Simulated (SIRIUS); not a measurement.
```cif
data_structure
_symmetry_space_group_name_H-M 'P 1'
_symmetry_Int_Tables_number 1
_cell_length_a 2.8098
_cell_length_b 2.8263
_cell_length_c 2.8469
_cell_angle_alpha 60.855
_cell_angle_beta 61.997
_cell_angle_gamma 62.358
_cell_volume 16.60
loop_
_atom_site_label
_atom_site_type_symbol
_atom_site_fract_x
_atom_site_fract_y
_atom_site_fract_z
_atom_site_occupancy
Al1 Al 0.50000 0.50000 0.00000 1
```

Space group P-1.

All numbers below come from Kohn-Sham DFT of a periodic cell, PBE, all-electron FP-LAPW in SIRIUS 7.12.0.

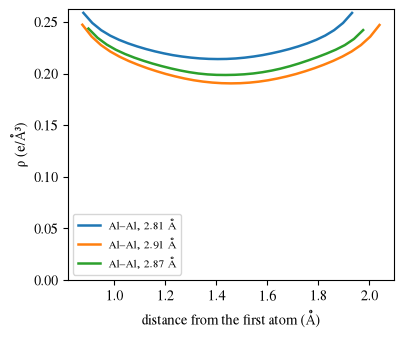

Al. Total electron density along straight lines between neighbouring atoms. The curves leave out the atomic cores.

> What can be read from the curves?

Al–Al (2.81 Å): ρ at the midpoint is about 0.21 e/Å³.
Al–Al (2.91 Å): ρ at the midpoint is about 0.19 e/Å³.
Al–Al (2.87 Å): ρ is about 0.2 e/Å³ halfway.
